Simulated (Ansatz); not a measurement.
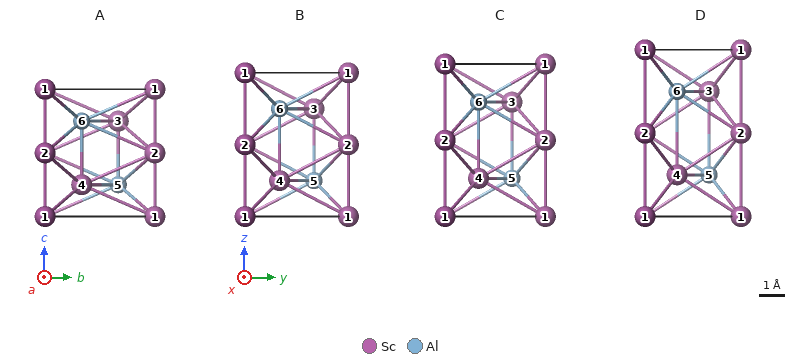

A scan of a crystal of Sc₂Al (P6_3/mmc) along one coordinate. x, y and z are the Cartesian axes of the input. A ball-and-stick model of the cell of the calculation, seen along the a axis.

All numbers below come from DFT PBEsol, scalar-relativistic, plane waves, PAW in Ansatz 0.2.0. Settings: plane-wave cutoff 420 eV; k-point mesh 12 × 12 × 10; occupations gaussian; smearing width 0.15 eV; no spin polarisation. Energies (free energies at the smearing named) are counted from the relaxed crystal.

What is being scanned?

Answer. The ratio of the cell's length along z to its lengths across, counted as 1 for the reference, is changed at fixed volume (a c/a path), with the atoms kept at their fractional coordinates. In the frames the relative ratio is 0.80 (A), 0.96 (B), 1.05 (C), 1.20 (D). Their energies are 310 meV/atom, 10 meV/atom, 12 meV/atom, 163 meV/atom.
